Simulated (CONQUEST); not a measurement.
## A series of single points on W

System: W (Im-3m, 2 atoms in the cell).
Method: Kohn-Sham DFT of a periodic cell, PBE, PseudoDojo NC PBE, no spin polarisation (CONQUEST 1.3).

The 7 runs differ only in the geometry, by an even scaling of the cell at fixed fractional positions. The structure derives from an entry of the Crystallography Open Database.

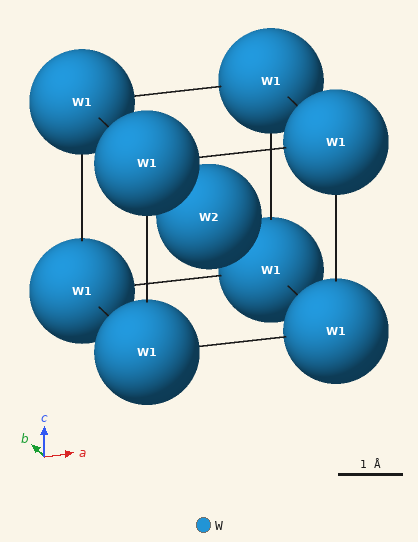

Figure 1. The structure of run 4 (spheres-only view of the cell of the calculation, seen at an oblique angle; atoms are numbered from 1 in the order of the input).

**Input of run 4**
```
IO.Title W
IO.Coordinates coords.dat
IO.FractionalAtomicCoords T
IO.Iprint 2
IO.Iprint_init 1
General.NumberOfSpecies 1
General.PseudopotentialType hamann
AtomMove.TypeOfRun static
AtomMove.FullStress T
Grid.PointsAlongX 32
Grid.PointsAlongY 32
Grid.PointsAlongZ 32
DM.SolutionMethod diagon
Diag.MPMesh T
Diag.GammaCentred T
Diag.MPMeshX 8
Diag.MPMeshY 8
Diag.MPMeshZ 8
Diag.kT 0.00183747
minE.SCTolerance 1e-6
SC.MaxIters 100
IO.AtomChargeOutput T
%block ChemicalSpeciesLabel
1 183.850 W
%endblock
```

Command:
```bash
Conquest
```

Lattice vectors (Å) and fractional positions of run 4:
```
   3.164690    0.000000    0.000000
   0.000000    3.164690    0.000000
   0.000000    0.000000    3.164690
W   0.000000  0.000000  0.000000
W   0.500000  0.500000  0.500000
```

Run 2 has the same physical settings and fractional positions; its lattice vectors (Å) are:
```
   3.121919    0.000000    0.000000
   0.000000    3.121919    0.000000
   0.000000    0.000000    3.121919
```

**Results, with one run withheld**

| run | volume per atom (Å³) | free energy per atom, from the lowest run given (meV) | pressure (GPa) |
| --- | --- | --- | --- |
| 1 | 14.897 | 140.71 | 34.23 |
| 2 | 15.214 | ? | ? |
| 3 | 15.531 | 40.13 | 17.07 |
| 4 | 15.848 | 13.60 | 9.90 |
| 5 | 16.165 | 0.51 | 3.21 |
| 6 | 16.482 | 0.00 | −2.56 |
| 7 | 16.798 | 10.37 | −7.92 |

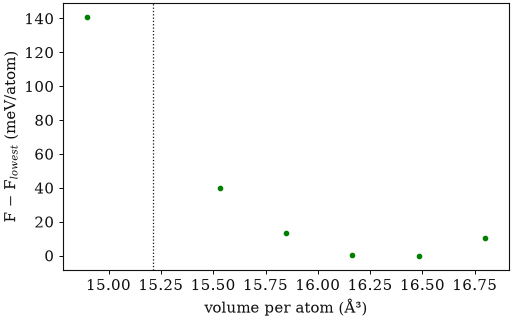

Figure 2. Free energy per atom of the runs given; the dotted line marks run 2.

Fit the runs given and predict run 2.

A cubic polynomial in V^(−2/3) (the Birch–Murnaghan form), fitted to the 6 runs given, misses them by at most 0.08 meV per atom. With x = V^(−2/3) − 0.15793 Å⁻², it reads F = 8.7673 + 7601.5 x + 1.4537e+06 x² + 1.7709e+06 x³ (meV per atom). At run 2 it gives 81.98 meV per atom, and the run itself gives 81.93. The slope of the fit gives a pressure −dF/dV of 25.26 GPa there, and the run prints 25.39 GPa. The two needn't agree exactly: the fit is approximate, and the printed stress is taken on a finite basis. The fit has its minimum at 16.339 Å³ per atom, where V d²F/dV² gives 303 GPa: the bulk modulus at this level, since symmetry fixes the shape and the positions.

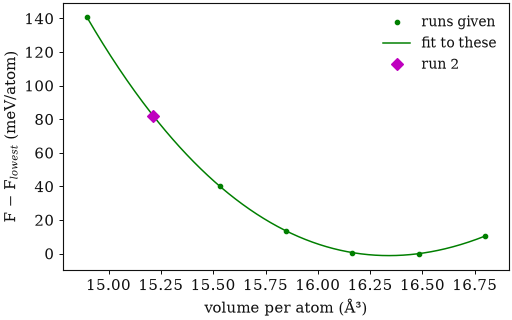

Figure 3. The fit and the withheld run.

**Some lines of the output (run 2)**
```
[...]
      Using Fermi-Dirac smearing
          Free Energy (E-TS)               :      -151.691063625823574 Ha
          DFT Total Energy                 :      -151.670513365774099 Ha
          Free Energy (E-TS)               :      -151.678909483656099 Ha
          DFT Total Energy                 :      -151.677607010874880 Ha
          Free Energy (E-TS)               :      -151.678335853073634 Ha
          DFT Total Energy                 :      -151.677971547881214 Ha
          Free Energy (E-TS)               :      -151.678325651757859 Ha
          DFT Total Energy                 :      -151.677977252836399 Ha
          Free Energy (E-TS)               :      -151.678325530067667 Ha
          DFT Total Energy                 :      -151.677977134209414 Ha
      | Free Energy as E-TS      =      -151.678325530067667 Ha
      |* DFT total energy        =      -151.677977134209414 Ha
    force: Average pressure:     25.39141266 GPa
```

Notes: Spin–orbit coupling is left out, which matters for W. With a small basis of atomic orbitals these values can differ much from converged plane-wave results.
